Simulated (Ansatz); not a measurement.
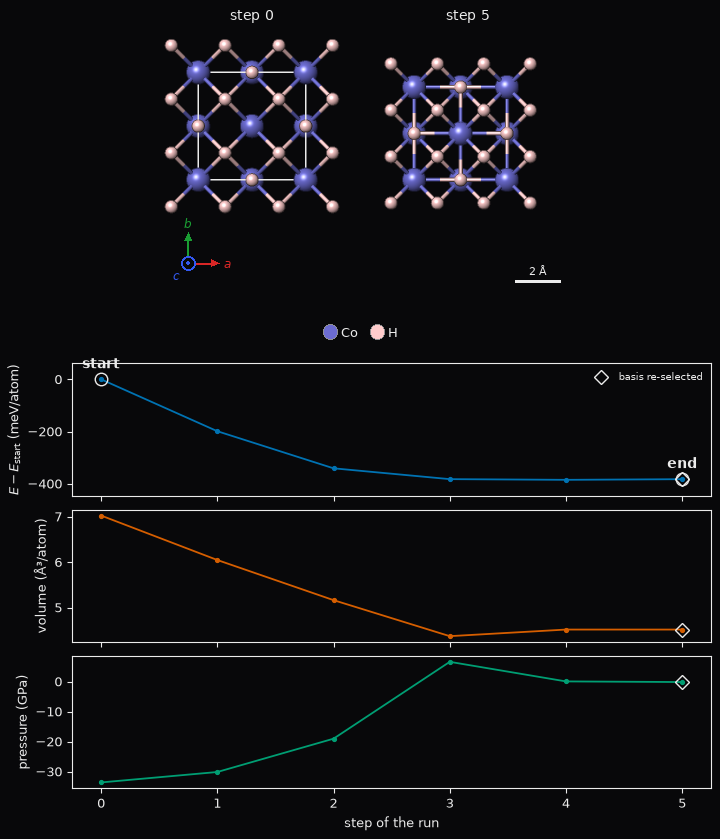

First and last geometry of a relaxation of a crystal of CoH3 (a generated structure, set up in Fm-3m) (coarse preliminary run), with the history of the run. The picture is a ball-and-stick view of the conventional cell (4 times the calculation's cell), seen along the c axis. Lengths and directions refer to the drawn axes.

These are results of DFT PBE, scalar-relativistic, plane waves, PAW in Ansatz 0.2.0, not measurements. Settings: plane-wave cutoff 420 eV; k-point mesh 6 × 6 × 6; occupations gaussian; smearing width 0.1 eV; collinear spin; cell and atoms relaxed; force threshold 0.04 eV/Å; at most 70 steps.

> What do the curves and the structures tell?

It converged. After 4 accepted moves (5 points after the start) the energy has fallen by 383 meV per atom. All forces vanish by symmetry, so only the cell relaxes. The pressure goes from −33.62 to −0.16 GPa. The SCF was repeated once at an unchanged geometry on a basis and grid sized afresh for the cell, which shifted the energy by 2.5 meV per atom at most. No atom moves by more than 0.005 Å relative to the cell. Cell: a = b = c 4.826 → 4.165 Å (−13.7 %). Volume −35.7 %. Near-neighbour distances that change, for instance: Co–H 2.413 → 2.083 Å, Co–H 2.090 → 1.804 Å. The space group stays Fm-3m (No. 225). The program noted that the starting moments weren't kept.
